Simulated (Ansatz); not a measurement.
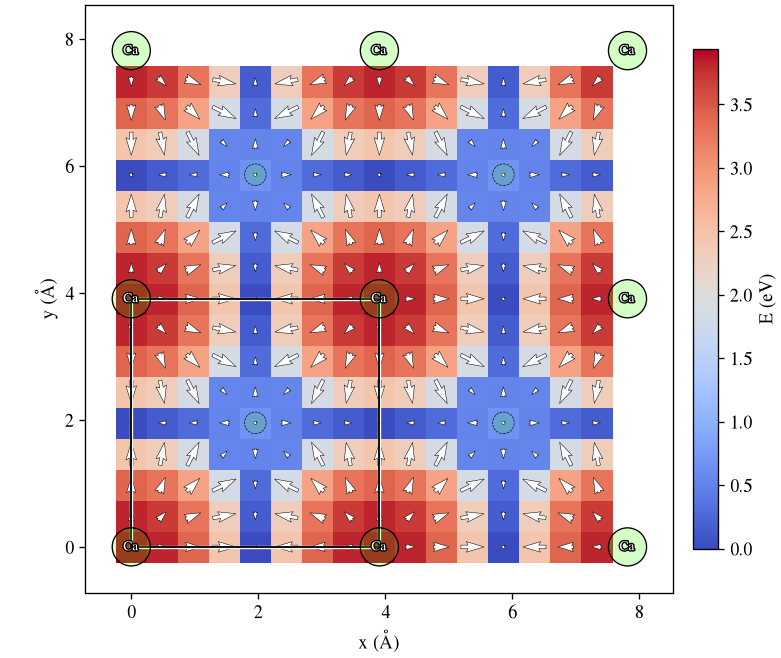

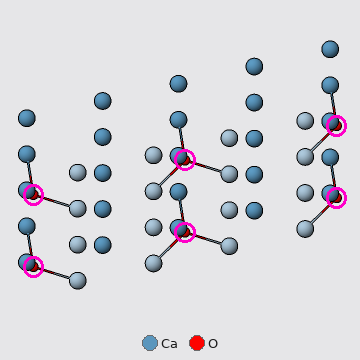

Energy landscape of O on a Ca(100) slab cut from the Fm-3m phase, its upper half relaxed before the scan (8 atoms of substrate and one adsorbate in a 2 × 2 cell). O is moved over the surface cell; relaxed at each place: the height of the adsorbate's atoms; substrate rigid; the origin of the map has the adsorbate above Ca5. Places are given modulo a cell vector. The map is drawn in real space over the plane of the surface. The grid has 8 × 8 points; 15 points were computed and 49 follow by symmetry. Places are given in fractions of the 1 × 1 surface cell. Energies: eV, counted from the lowest grid point. At some places the adsorbate sinks to or below the level of the top layer. The runs have no spin polarisation; a magnetic state may lie lower. Computed with DFT PBE, scalar-relativistic, plane waves, PAW in Ansatz. Settings: cutoff 420 eV, k-mesh 4×4×1, gaussian smearing 0.1 eV, no spin polarisation.

In the figure: one coloured cell a grid point, arrows along the force (downhill), their lengths compressed, labelled circles for the atoms of the top layer and small ones for the second layer, the outline of one cell of the 2 × 2 shown. The second picture is the structure at the lowest point; rings mark the moved atoms.

Where are the lowest and the highest points?

Answer. The lowest grid point is at a place at or below the level of the top layer, (0/8, 4/8) of the cell vectors. The same energy is found at a place at or below the level of the top layer, (4/8, 0/8) of the cell vectors. The highest grid point, the top site over a surface Ca atom, (0/8, 0/8) of the cell vectors, lies 3.94 eV above the lowest. At the lowest point the adsorbate has 4 Ca at 2.35 Å as nearest neighbours, at the highest 1 Ca at 1.91 Å. Its relaxed height above the top atom is −1.31 Å at the lowest and 1.91 Å at the highest point.

Grid values (eV):

```csv
"second ↓, first →",0/8,1/8,2/8,3/8,4/8,5/8,6/8,7/8
7/8,3.82,3.70,3.28,2.32,0.15,2.32,3.28,3.70
6/8,3.40,3.28,2.86,1.86,0.29,1.86,2.86,3.28
5/8,2.45,2.32,1.86,0.54,0.51,0.54,1.86,2.32
4/8,0.00,0.15,0.29,0.51,0.66,0.51,0.29,0.15
3/8,2.45,2.32,1.86,0.54,0.51,0.54,1.86,2.32
2/8,3.40,3.28,2.86,1.86,0.29,1.86,2.86,3.28
1/8,3.82,3.70,3.28,2.32,0.15,2.32,3.28,3.70
0/8,3.94,3.82,3.40,2.45,0.00,2.45,3.40,3.82
```

Each point was launched as `ansatz run input.yaml --threads 4 --pin off --max-ram 12288MiB --backend cpu --events-out ev --progress --plain --runs-dir out`. The whole map (15 points run) took 6.6 min on 4 threads of AMD EPYC 9R45 96-Core Processor (Zen 5) (shared host).
